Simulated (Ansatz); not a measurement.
## Geometry relaxation, with input and output: C

- system: C (6 atoms in the cell)
- method: DFT PBE, scalar-relativistic, plane waves, PAW, no spin polarisation (Ansatz 0.2.0)

The structure derives from a Materials Project entry. It belongs to a series of runs on one base structure; here: 6 of 6 Si sites taken by C, cell and atoms relaxed.

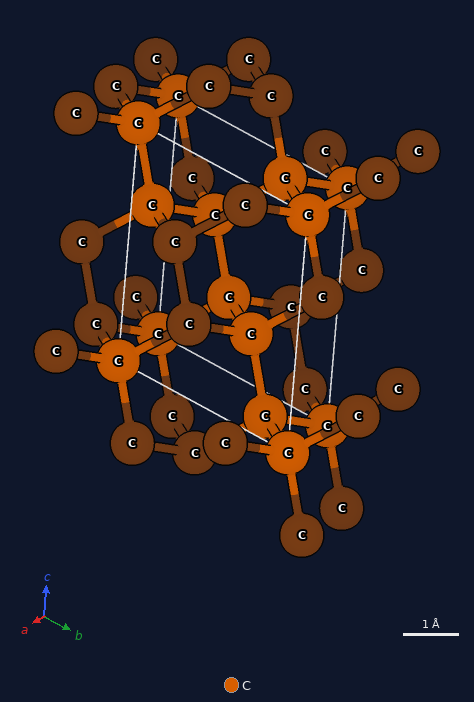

The input geometry (ball-and-stick view of the cell of the calculation, seen slightly off an axis; neighbours outside the cell are drawn fainter).

### The input
```yaml
crystal:
  lattice:
    - [0.0, 1.7858181871, -1.7858181871]
    - [3.5716363742, 0.0, 0.0]
    - [-1.7858181871, -3.5716363742, -1.7858181871]
  atoms:
    - { symbol: C, position: [0.1666666667, 0.4166666667, 0.3333333333] }
    - { symbol: C, position: [0.5, 0.75, 0.0] }
    - { symbol: C, position: [0.8333333333, 0.0833333333, 0.6666666667] }
    - { symbol: C, position: [0.3333333333, 0.3333333333, 0.6666666667] }
    - { symbol: C, position: [0.6666666667, 0.6666666667, 0.3333333333] }
    - { symbol: C, position: [1.0, 0.0, 1.0] }
basis:
  ecutwfc: 420
kpoints:
  mp_grid: { grid: [10, 10, 10] }
hamiltonian:
  xc: pbe
scf:
  occupations: { method: gaussian, width: 0.02 }
output:
  forces: true
  stress: true
  eigenvalues: true
  write_density: true
  write_potential: true
  elf: true
  volumetric_format: npy
relax:
  adjacent_minimum: "off"
  f_tol: 0.015
  max_steps: 60
  cell: { stress_tol: 0.15 }
```

Launched with:
```bash
ansatz run input.yaml --threads 1 --pin off --max-ram 2560MiB --backend cpu --events-out ev --progress --plain --runs-dir out
```

### What the program printed
```
Engine: ansatz 0.2.0, aarch64-unknown-linux-gnu
Pseudopotentials: kind: paw
Pseudopotential: C, paw, valence charge 4, recommended cutoff 420 eV (normal), C.paw.azcp
Functional definition: PBE
  parameter kappa = 0.804
  parameter beta = 0.06672455060314922
  exchange = pbe_x(kappa = kappa, mu = beta*pi^2/3)
  correlation = pbe_c(beta = beta)
Crystal: 6 atoms, lattice volume = 34.171 Å³
Basis set: ecut = 420 eV, 673 PW (Γ), exchange–correlation on 36×48×60 points (8 copies of the dense FFT grid, shifted against one another)
Bands: 18, of which v1, the nominal top of the filled ones, is band 12 counted from 1 (11 counted from 0)
Symmetry: 24 space group operations
Space group: Fd-3m (ITA 227), of the structure as read, at distance tolerance 3.2e-5 Å
k-points: 171 of 1000
Non-local potential: C, projectors of the file, l = 0: 2, l = 1: 2, l = 2: 1
PAW form: soft (Blöchl's): semilocal exchange-correlation on the pseudo side does not see the compensation charge
PAW one-centre angular grid: C, 110 points (default); XC on 64 Gauss nodes
Initial density: superposition of atomic densities (neutral atoms: chi_scale 0, normalization atom), corrected by the library's trained network
Initial wavefunctions: pseudopotential atomic-orbital guess
Functional: x = pbe(κ = 0.804, μ = 0.2195149727645171), c = pbe(β = 0.06672455060314922)
SCF iter   1: F=—  HF=-1504.847170 eV  |F-HF|=—  |Δ(HF+E_count)|=         —  Δρ=1.86e-3  dr2=3.84e-4  ethr=1.77e-3  ⟨swp⟩=5.9  Hψ=15644  notcnv=0
preconditioner: auto → none  [insulator: Δε(μ)=4.179 eV  Ē_g=17.032 eV  σ=0.020 eV  W_gap=1.00  n_scr=6 (ndim 8)  ℏωp=31.1 eV  f_vac=0.000  D(μ)=0.00/eV (n_scr^D=0)  ε∞_Penn≈4.3]
SCF iter   2: F=—  HF=-1504.847035 eV  |F-HF|=—  |Δ(HF+E_count)|=   1.35e-4  Δρ=8.56e-4  dr2=5.89e-5  ethr=1.60e-6  ⟨swp⟩=2.2  Hψ=6661  notcnv=0  defer=108
SCF iter   3: F=—  HF=-1504.847176 eV  |F-HF|=—  |Δ(HF+E_count)|=   1.41e-4  Δρ=1.17e-4  dr2=7.74e-7  ethr=2.45e-7  ⟨swp⟩=2.1  Hψ=4595  notcnv=0  defer=108
iter 4 did not close the SCF: its close was put off for the readings that it lacked (scf_convergence_deferred on its scf_iter line)
SCF iter   4: F=-1504.847180 eV  HF=-1504.847179 eV  |F-HF|=6.12e-9  |Δ(HF+E_count)|=   3.67e-6  Δρ=5.80e-6  dr2=2.88e-9  ethr=3.22e-9  ⟨swp⟩=2.0  Hψ=4871  notcnv=0  defer=108
iter 5 did not close the SCF: its close was put off for the readings that it lacked (scf_convergence_deferred on its scf_iter line)
SCF iter   5: F=-1504.847180 eV  HF=-1504.847180 eV  |F-HF|=6.59e-10  |Δ(HF+E_count)|=   5.69e-9  Δρ=1.77e-6  dr2=2.72e-10  ethr=1.20e-11  ⟨swp⟩=2.0  Hψ=4752  notcnv=0  defer=108
SCF iter   6: F=-1504.847180 eV  HF=-1504.847180 eV  |F-HF|=4.55e-13  |Δ(HF+E_count)|=  7.21e-10  Δρ=7.42e-8  dr2=1.03e-12  ethr=1.13e-12  ⟨swp⟩=7.7  Hψ=16247  notcnv=0
SCF 1 converged in 6 iterations: F = -1504.847180 eV  dr2 = 1.03e-12
  greatest PAW one-centre occupation: 0.643 electrons in one spin orbital (limit 2), on the C atom at site 5 (counted from 0), in its partial waves of l = 0
relax step   1: F+E_penalty+E_count = -1504.84717950 eV  Δ(F+E_penalty+E_count) = +0.000e0 eV  max|allowed force component| = 4.509e-5 eV/Å  Δτ_max = 0.0000 Å  P = -0.023 GPa  Ω = 34.171 Å³  (6 SCF iters, accepted)
Initial density: handed on by an earlier stage of this run
Initial wavefunctions: pseudopotential atomic-orbital guess (no wavefunctions were taken with the density)
iter 1 solved again at ethr=6.84e-9 eV; its pass at ethr=3.10e-3 eV (dr2=1.64e-6 eV) is discarded
SCF iter   1: F=—  HF=-1504.847195 eV  |F-HF|=—  |Δ(HF+E_count)|=         —  Δρ=3.71e-7  dr2=1.70e-11  ethr=6.84e-9  ⟨swp⟩=4.1  Hψ=24942  notcnv=0
eigensolver tolerance schedule: the retry pair's looser diagonalisation over-reported the residual by 96600.63 of it (diagonalisation noise at 0.27 of the residual, at the tolerance the schedule requests for it); recorded, not acted on — ethr = c·dr2/N_el stays at c = 1.0e-1
preconditioner: auto → none  [insulator: Δε(μ)=4.169 eV  Ē_g=17.029 eV  σ=0.020 eV  W_gap=1.00  n_scr=6 (ndim 8)  ℏωp=31.1 eV  f_vac=0.000  D(μ)=0.00/eV (n_scr^D=0)  ε∞_Penn≈4.3]
SCF iter   2: F=-1504.847180 eV  HF=-1504.847180 eV  |F-HF|=4.55e-13  |Δ(HF+E_count)|=   1.55e-5  Δρ=2.29e-7  dr2=8.35e-12  ethr=1.00e-12  ⟨swp⟩=9.0  Hψ=17343  notcnv=0
SCF 2 converged in 2 iterations: F = -1504.847180 eV  dr2 = 8.35e-12
relax step   2: F+E_penalty+E_count = -1504.84717950 eV  Δ(F+E_penalty+E_count) = +1.364e-12 eV  max|allowed force component| = 4.551e-5 eV/Å  Δτ_max = 0.0000 Å  P = -0.023 GPa  Ω = 34.171 Å³  stress off target by 2.43e-2 GPa  SCF on the basis re-selected at this cell (its energy is not comparable with the rows above)  (2 SCF iters)
```

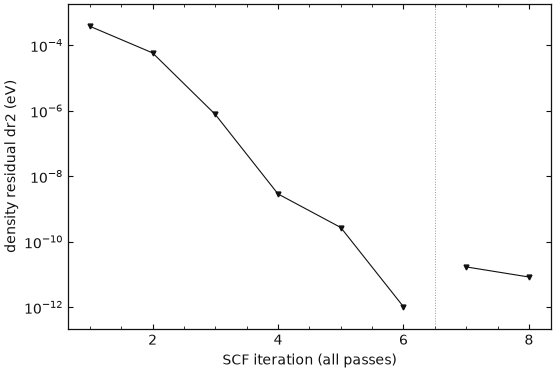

Convergence of the self-consistent field: density residual dr2 against the SCF iteration. The dotted lines part the SCF passes of the relaxation: geometry steps, rejected trials and re-solves on a re-selected basis. The passes take 6 and 2 iterations.

```
basis re-selected at this cell: Δ(F+E_penalty+E_count) = +1.364e-12 eV, ΔP = -0.000 GPa vs the last step (what re-selecting the basis moved, of the pressure what is left beyond the Pulay correction that the steps carried, after the strain that the cell walked since its last selection, with what the two solves' SCF thresholds leave and, on support functions, any second-order correction that the steps lacked; it is no measure of the basis error at this ecutwfc). This SCF's stress stands 2.43e-2 GPa from its target on what of the cell is left free (relax.cell.stress_tol is 1.50e-1 GPa) and its largest allowed force component is 4.55e-5 eV/Å (relax.f_tol is 1.50e-2 eV/Å): within both
SCF converged after 2 iterations
Free energy (F): -1504.847180 eV
Harris-Foulkes:  -1504.847180 eV  (|F-HF|=4.55e-13)
Internal energy: -1504.847180 eV  (E = F + TS)
E sigma→0 (E₀):  -1504.847180 eV
Fermi energy:    15.326987 eV
--- Per-component energies (eV) ---
  E_band       = 102.947263
  E_kinetic    = 552.757790
  E_local      = -368.100822  (includes V_loc(G=0)·N_el)
  E_nonlocal   = 159.800022
  E_hartree    = 80.478198
  E_xc         = -292.073333
  E_vxc        = -362.581080  (∫ρ·V_xc dr)
  E_paw        = -595.256065  (= ΣΔE_a)
  E_vpaw       = -39.885052  (= ΣTr[D̂ρ^β])
  E_aug_tail   = 0.000054  (compensation charges beyond the density's cutoff)
  E_ewald      = -1042.453025
  E_smearing   = -0.000000  (= −TS)
  E_closure    = 0.000000  (closes the sum)
  Σ components = -1504.847180   (vs F -1504.847180, Δ=0.00e0)
--- Forces (eV/Å), atoms counted from 1 ---
  atom   1  C      0.00004551    -0.00000000    -0.00000000
  atom   2  C      0.00004551    -0.00000000    -0.00000000
  atom   3  C      0.00004551    -0.00000000    -0.00000000
  atom   4  C     -0.00004551     0.00000000     0.00000000
  atom   5  C     -0.00004551     0.00000000     0.00000000
  atom   6  C     -0.00004551     0.00000000     0.00000000
  max |Σ_I F_I| component: 8.38e-18 eV/Å
--- Stress (GPa, compression-positive) ---
       -0.021259      -0.000000       0.000000
        0.000000      -0.023711       0.000557
        0.000000       0.000557      -0.023711
  P = ⅓ Tr σ = -0.0229 GPa (-0.229 kbar)
--- Band table (eV; the first three rows and the last of 171) ---
  k-point 0: bands = ["-8.1815", "-0.7854", "-0.7854", "2.3271", "2.3271", "3.9002", "3.9002", "8.5689", "8.5689", "13.2425", "13.2425", "13.2425", "18.8249", "18.8249", "18.8249", "19.5849", "19.5849", "26.1129"]
  k-point 1: bands = ["-8.0996", "-1.9557", "0.1327", "1.6740", "3.1191", "3.8646", "4.4107", "8.0156", "9.2023", "12.7709", "12.9045", "13.1917", "18.9083", "19.0363", "19.0850", "19.2083", "20.2067", "24.5396"]
  k-point 2: bands = ["-7.8545", "-3.1534", "0.5481", "1.1635", "4.0462", "4.5006", "5.1958", "7.5648", "9.8873", "11.6642", "12.0481", "13.0354", "18.5913", "19.1565", "19.7310", "20.0390", "20.8501", "22.2149"]
  k-point 170: bands = ["-2.1397", "-1.7809", "0.2069", "0.5673", "0.8934", "1.6288", "4.6546", "5.3508", "7.9155", "9.1416", "9.2115", "9.8855", "21.4283", "21.4718", "22.0702", "22.3651", "23.4823", "23.5360"]
--- Relaxed structure (1 steps of the walk, 1 accepted, 1 SCFs on fresh bases) ---
  F+E_penalty+E_count = -1504.84717950 eV   max|allowed force component| = 4.551e-5 eV/Å   (the final SCF, on the basis selected at the relaxed cell)
  cell:  # Å, volume = 34.1714 Å³
    - [0.0, 1.7858181871, -1.7858181871]
    - [3.5716363742, 0.0, 0.0]
    - [-1.7858181871, -3.5716363742, -1.7858181871]
  atoms:
    - { symbol: C, position: [0.16666666666666669, 0.41666666666666674, 0.33333333333333337] }
    - { symbol: C, position: [0.5, 0.7500000000000001, 0.0] }
    - { symbol: C, position: [0.8333333333333333, 0.08333333333333334, 0.6666666666666667] }
    - { symbol: C, position: [0.33333333333333337, 0.33333333333333337, 0.6666666666666667] }
    - { symbol: C, position: [0.6666666666666667, 0.6666666666666667, 0.33333333333333337] }
    - { symbol: C, position: [1.0, -5.551115123125783e-17, 1.0] }
```

### Trajectory as extended XYZ (Å, eV, eV/Å), 2 frames, from step=1 to step=2
```
6
Lattice="0.0000 1.7858 -1.7858 3.5716 0.0000 0.0000 -1.7858 -3.5716 -1.7858" Properties=species:S:1:pos:R:3:forces:R:3 step=1 energy=-1504.84718 pressure_GPa=-0.02
C     0.8929   -0.8929   -0.8929    0.0000   0.0000   0.0000
C     2.6787    0.8929   -0.8929    0.0000   0.0000   0.0000
C    -0.8929   -0.8929   -2.6787    0.0000   0.0000   0.0000
C     0.0000   -1.7858   -1.7858    0.0000   0.0000   0.0000
C     1.7858    0.0000   -1.7858    0.0000   0.0000   0.0000
C    -1.7858   -1.7858   -3.5716    0.0000   0.0000   0.0000
6
Lattice="0.0000 1.7858 -1.7858 3.5716 0.0000 0.0000 -1.7858 -3.5716 -1.7858" Properties=species:S:1:pos:R:3:forces:R:3 step=2 energy=-1504.84718 pressure_GPa=-0.02
C     0.8929   -0.8929   -0.8929    0.0000   0.0000   0.0000
C     2.6787    0.8929   -0.8929    0.0000   0.0000   0.0000
C    -0.8929   -0.8929   -2.6787    0.0000   0.0000   0.0000
C     0.0000   -1.7858   -1.7858    0.0000   0.0000   0.0000
C     1.7858    0.0000   -1.7858    0.0000   0.0000   0.0000
C    -1.7858   -1.7858   -3.5716    0.0000   0.0000   0.0000
```

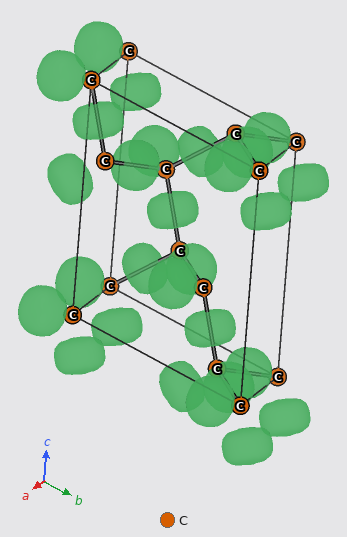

Isosurface of the electron localisation function at 0.75 (green), seen slightly off an axis. Core shells and regions of very low density are left out. Sticks mark near contacts. The outline is the calculation cell. Along the contacts the grid gives the following. C–C (1.55 Å): the ELF peaks at about 0.95 between the atoms, which marks a covalent bond. In a PAW calculation such maps are meaningful between the atoms, not at the nuclei.

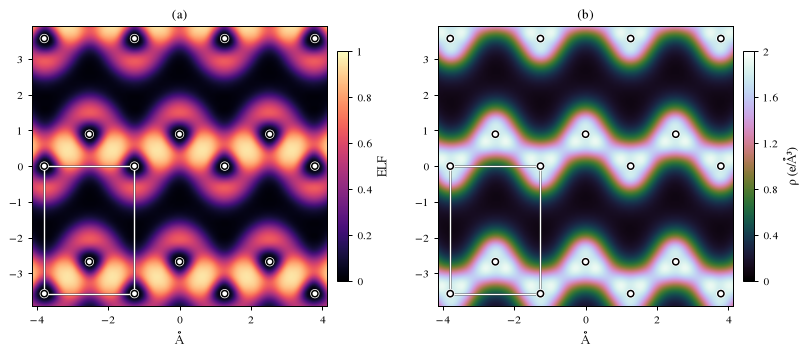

(a) ELF; (b) valence electron density on the (001) plane of the calculation cell. Circles mark the nuclei in the plane (C). The section cuts through C sites. C–C (1.55 Å): ρ at the midpoint is about 1.6 e/Å³; the ELF peaks at about 0.95 between the atoms, as expected for localised, shared-pair bonding. Away from the nuclei the density in this plane falls to 0.09 e/Å³ at its lowest.

### Results in brief

- outcome: converged
- space group (tolerance 0.01 Å): Fd-3m (227)
- electrons treated: 24
- free energy: −1504.8472 eV
- Fermi energy: 15.327 eV
- gap on the k-point mesh: 4.17 eV
- pressure: −0.02 GPa
- final volume: 34.17 Å³
- largest force (length of the vector) at the end: under 0.001 eV/Å
- final cell: a = 2.526 Å, b = 3.572 Å, c = 4.374 Å, α = 114.09°, β = 106.78°, γ = 90.00°
- hardware: 1 thread of Arm Neoverse N1, 80 GiB of memory available, shared host
- wall time: 22 s
- peak memory: 0.36 GiB
